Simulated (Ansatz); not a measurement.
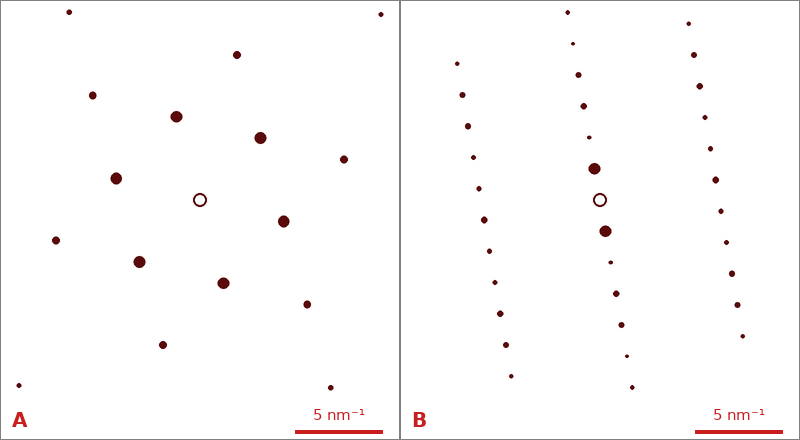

Kinematic electron diffraction patterns (120 kV, B = 0.5 Å², same scale, each along a low-index zone) of two structures of composition C, each relaxed at zero pressure with DFT PBE, scalar-relativistic, plane waves, PAW (Ansatz).

The structures (standard cells):
1. P4_332 (No. 212), a = 2.845 Å, 4 atoms; generated start, possibly hypothetical
2. Cmmm (No. 65), a = 2.961 Å, b = 7.303 Å, c = 5.484 Å, 10 atoms; generated start, possibly hypothetical

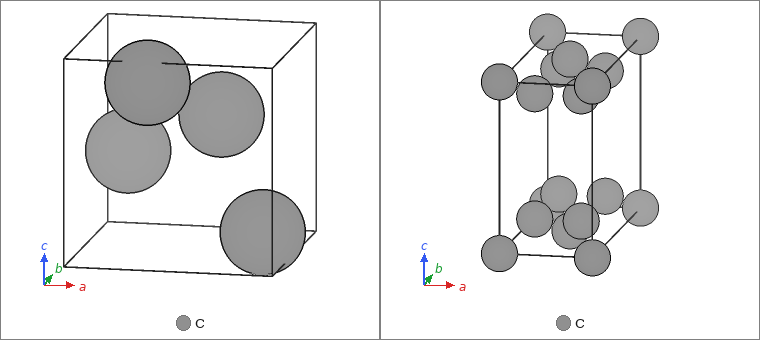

Drawings of the structures 1 to 2, from left to right (each may span several cells).

Which pattern belongs to which structure, and along which zone?

A is structure 1 along [111] or an equivalent direction: hexagonal net of -1 1 0 at d = 2.01 Å and -1 0 1 at d = 2.01 Å, 60.0° apart (some points of this net are extinct or too weak to see). B is structure 2 along [010]: rectangular net of 0 0 1 at d = 5.48 Å and 2 0 0 at d = 1.48 Å, 90.0° apart (some points of this net are extinct or too weak to see).

Which structure lies lowest at this level of theory, and by how much?

Structure 2 (Cmmm, 11.86 Å³ an atom) is the lowest of these; structure 1 (P4_332, 5.76 Å³ an atom) lies about 200 meV an atom higher. These are static energies at 0 K; other structures, not shown, may lie lower still.
